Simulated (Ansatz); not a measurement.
Run report: GeSi, band-structure calculation (part 2 of 2)

Continued. System: GeSi (Pmma, 4 atoms in the cell). Method: DFT, HSE06, plane waves, PAW, no spin polarisation (Ansatz 0.2.0); cutoff 420 eV, 4×4×4 k-mesh, fixed occupations. The structure was built on a prototype by a generator. The geometry comes from this level: r2SCAN.

### File bands.tsv
```
# k_distance	band_0	band_1	band_2	band_3	band_4	band_5	band_6	band_7	band_8	band_9	band_10	band_11	band_12	band_13	band_14	band_15	band_16	band_17	band_18	band_19	band_20	band_21	band_22
# fermi_ev = 7.163392
# lock_threshold_ev = 1e-6
# [0, 0, 0] at k_distance = 0.000000
# [0.5, 0, 0] at k_distance = 0.800348
# [0.5, 0.5, 0] at k_distance = 1.599616
# [0, 0.5, 0] at k_distance = 2.399964
# [0, 0, 0.5] at k_distance = 3.380152
# [0.5, 0, 0.5] at k_distance = 4.180500
# [0.5, 0.5, 0.5] at k_distance = 4.979768
# [0, 0.5, 0.5] at k_distance = 5.780117
# levels_relative_to = fermi_ev
# free_energy_ev = -9864.112334
# largest_residual_norms_ev = 3.539e-4 3.418e-4 3.055e-4 3.408e-4 2.791e-4 2.810e-4 2.185e-4 2.962e-4 2.269e-4 2.301e-4 2.787e-4 3.025e-4 3.756e-4 6.573e-4 5.198e-4 5.116e-4 4.719e-4 6.992e-4 8.112e-4 8.139e-4 8.646e-4 7.063e-4 1.532e-3
0.000000	-27.670024	-27.578378	-27.570054	-27.531795	-27.526804	-27.476597	-27.427759	-27.417933	-27.416768	-27.355586	-13.711521	-9.238006	-9.166575	-3.347914	-3.334983	-0.070567	-0.069547	0.000000	1.167409	1.316031	2.536582	3.197635	3.212968
0.800348	-27.631351	-27.631351	-27.540473	-27.540473	-27.484302	-27.484302	-27.437685	-27.437685	-27.389074	-27.389074	-11.531549	-11.531549	-6.535796	-6.535796	-4.134044	-4.134044	-1.620859	-1.620859	2.912877	2.912877	5.492804	5.492804	5.895100
1.599616	-27.629155	-27.629155	-27.543771	-27.543771	-27.480945	-27.480945	-27.439949	-27.439949	-27.385034	-27.385034	-9.550723	-9.550723	-8.898929	-8.898929	-3.345156	-3.345156	-3.183573	-3.183573	0.957474	0.957474	1.571741	1.571741	10.712938
2.399964	-27.669835	-27.570142	-27.569723	-27.534242	-27.530305	-27.479864	-27.419282	-27.418590	-27.415938	-27.355426	-11.845253	-11.175151	-6.982903	-6.170482	-4.220915	-4.074034	-1.931775	-1.277893	2.579015	3.293567	5.445199	5.832037	5.838291
3.380152	-27.669598	-27.578259	-27.570296	-27.531705	-27.526461	-27.477001	-27.427924	-27.418023	-27.416191	-27.356093	-12.726836	-12.343725	-4.753631	-4.025231	-2.486665	-2.239110	-2.172608	-1.882217	1.342181	1.817164	3.678900	3.893110	6.360015
4.180500	-27.631151	-27.631151	-27.540647	-27.540647	-27.484189	-27.484189	-27.437521	-27.437521	-27.389364	-27.389364	-11.261159	-11.261159	-7.989481	-7.989481	-1.504609	-1.504609	-1.425928	-1.425928	1.480983	1.480983	4.196689	4.196689	4.267400
4.979768	-27.629040	-27.629040	-27.544138	-27.544138	-27.480885	-27.480885	-27.439615	-27.439615	-27.385153	-27.385153	-9.406157	-9.406157	-8.749380	-8.749380	-4.270163	-4.270163	-4.222026	-4.222026	5.037738	5.037738	5.269567	5.269567	5.590836
5.780117	-27.669400	-27.570047	-27.569951	-27.534170	-27.529539	-27.480783	-27.419351	-27.418765	-27.415359	-27.355937	-11.579124	-10.887569	-8.356504	-7.710897	-1.856753	-1.489313	-1.379458	-1.094355	1.060963	1.914444	3.874275	4.072272	4.349961
```

### File v_z.tsv
```
# z_ang	v_es[eV]	v_tot[eV]
# format = ansatz-planar-average/11
# xc	hse06
# density_cutoff_ev	1680
# datasets	Si=:simpson_from_first_knot:soft:fock:shift=0	Ge=:simpson_from_first_knot:soft:fock:shift=0
# lattice	3.925281642	0.000000000	0.000000000
# lattice	0.000000000	3.930588214	0.000000000
# lattice	0.000000000	0.000000000	5.536856733
# sites	4
# site	14	2.943961231	0.000000000	4.872366025
# site	14	0.981320410	0.000000000	0.664490708
# site	32	0.981320410	1.965294107	2.045224839
# site	32	2.943961231	1.965294107	3.491631894
0.000000	3.650108e0	-3.931117e0
0.138421	3.373892e0	-4.257578e0
0.276843	2.712992e0	-5.020618e0
0.415264	2.036517e0	-5.784156e0
0.553686	1.589398e0	-6.277718e0
0.692107	1.494459e0	-6.378236e0
0.830529	1.788942e0	-6.047332e0
0.968950	2.400722e0	-5.365309e0
1.107371	3.128988e0	-4.548071e0
1.245793	3.673117e0	-3.951450e0
1.384214	3.904405e0	-3.769798e0
1.522636	3.792346e0	-3.996564e0
1.661057	3.452685e0	-4.458485e0
1.799478	3.095385e0	-4.907708e0
1.937900	2.849455e0	-5.197743e0
2.076321	2.815362e0	-5.233291e0
2.214743	3.016931e0	-4.990728e0
2.353164	3.400965e0	-4.526343e0
2.491586	3.837741e0	-3.977884e0
2.630007	4.127313e0	-3.586083e0
2.768428	4.201631e0	-3.470912e0
2.906850	4.127313e0	-3.586083e0
3.045271	3.837741e0	-3.977884e0
3.183693	3.400965e0	-4.526343e0
3.322114	3.016931e0	-4.990728e0
3.460535	2.815362e0	-5.233291e0
3.598957	2.849455e0	-5.197743e0
3.737378	3.095385e0	-4.907708e0
3.875800	3.452685e0	-4.458485e0
4.014221	3.792346e0	-3.996564e0
4.152643	3.904405e0	-3.769798e0
4.291064	3.673117e0	-3.951450e0
4.429485	3.128988e0	-4.548071e0
4.567907	2.400722e0	-5.365309e0
4.706328	1.788942e0	-6.047332e0
4.844750	1.494459e0	-6.378236e0
4.983171	1.589398e0	-6.277718e0
5.121592	2.036517e0	-5.784156e0
5.260014	2.712992e0	-5.020618e0
5.398435	3.373892e0	-4.257578e0
```

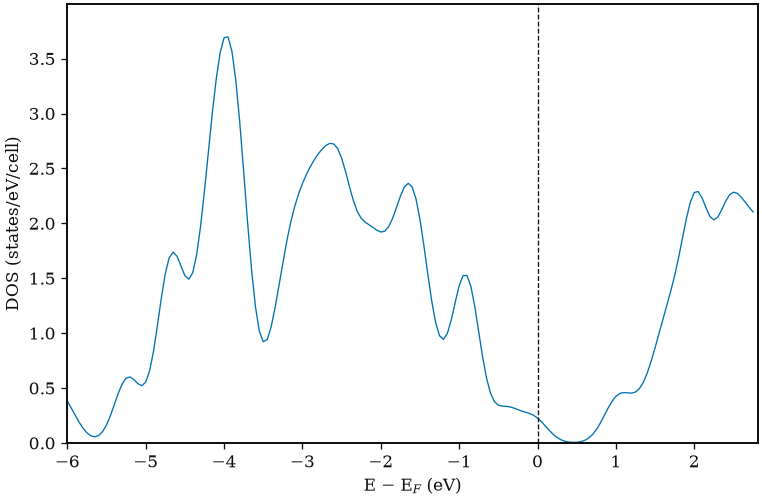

Density of states (the curve is built from the levels of the k mesh with Gaussians 0.4 eV wide, which also blur the band edges), with energies from the Fermi level. Small ripples come from the finite k-point mesh.

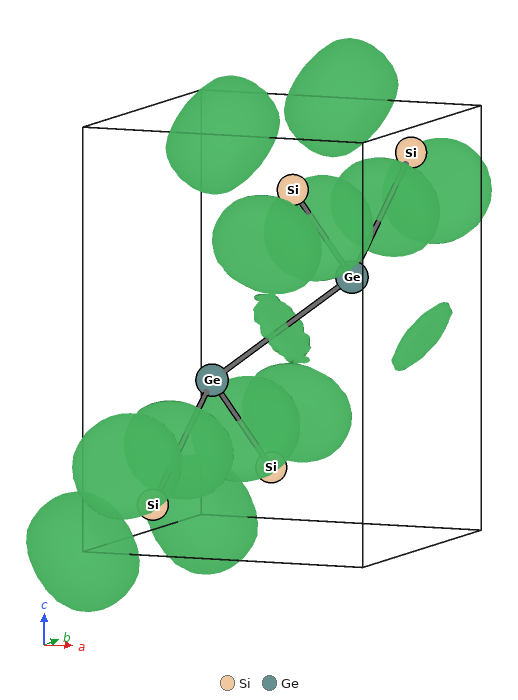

Isosurface of the ELF at 0.75 (green), seen slightly off an axis. Core shells and regions of very low density are left out. Sticks mark near contacts. The outline is the cell set on symmetry axes. The ELF exceeds this value in two regions between bonded Ge–Ge atoms (shared pairs), four regions between bonded Ge–Si atoms (shared pairs) and two regions between bonded Si–Si atoms (shared pairs), counted in one cell of 4 atoms. Si–Ge (2.40 Å): the ELF peaks at about 0.95 between the atoms, as expected for localised, shared-pair bonding. The fields are those of the smooth PAW valence density.

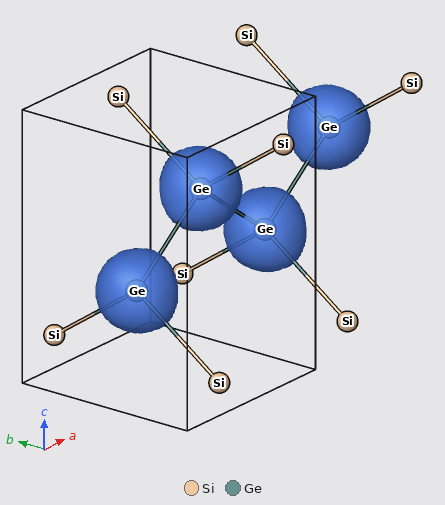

Isosurface of the valence pseudo-density at 0.8 e/Å³ (blue), seen at an oblique angle. Sticks mark near contacts. The outline is the cell set on symmetry axes. At this value the density breaks into separate islands; it holds about 55 % of the electrons treated as valence (semicore included). It is pinched off along the Si–Si (2.37 Å), Si–Ge (2.40 Å) and Ge–Ge (2.44 Å) contacts. On the grid the lowest density along these lines, outside the cores, is 0.55 e/Å³ (Si–Si, 2.37 Å), 0.52 e/Å³ (Si–Ge, 2.40 Å) and 0.53 e/Å³ (Ge–Ge, 2.44 Å).

This output came from the following input.

### Input file
```yaml
crystal:
  lattice:
    - [3.925281642, 0.0, 0.0]
    - [0.0, 3.9305882142, 0.0]
    - [0.0, 0.0, 5.5368567332]
  atoms:
    - { symbol: Si, position: [0.75, 0.0, 0.8799877367] }
    - { symbol: Si, position: [0.25, 0.0, 0.1200122633] }
    - { symbol: Ge, position: [0.25, 0.5, 0.3693837384] }
    - { symbol: Ge, position: [0.75, 0.5, 0.6306162616] }
kpoints:
  mp_grid: { grid: [4, 4, 4] }
  band_path:
    path:
      - [0.0, 0.0, 0.0]
      - [0.5, 0.0, 0.0]
      - [0.5, 0.5, 0.0]
      - [0.0, 0.5, 0.0]
      - [0.0, 0.0, 0.5]
      - [0.5, 0.0, 0.5]
      - [0.5, 0.5, 0.5]
      - [0.0, 0.5, 0.5]
    npoints: 1
hamiltonian:
  xc: hse06
scf:
  occupations: { method: fixed }
  n_extra_bands: 5
output:
  forces: true
  stress: true
  eigenvalues: true
  write_density: true
  write_potential: true
  elf: true
  volumetric_format: npy
```

Command:
```bash
ansatz run input.yaml --threads 2 --pin off --max-ram 2211MiB --backend cpu --events-out ev --progress --plain --runs-dir out
```

### Key numbers

```tsv
quantity	value
outcome	converged
space group (tolerance 0.01 Å)	Pmma (51)
electrons treated	36
free energy	−9864.1123 eV
Fermi energy	7.163 eV
gap on the k-point mesh	0.96 eV
pressure	0.30 GPa
largest force (length of the vector)	0.033 eV/Å
hardware	2 threads of Arm Neoverse N1, 98 GiB of memory available, shared host
wall time	2.7 min (CPU time 5.2 min)
peak memory	1.6 GiB
```

### Notes

Warnings of the run: the exchange loop's threshold is looser than advised for the stress; the SCF threshold is looser than advised for the printed stress.
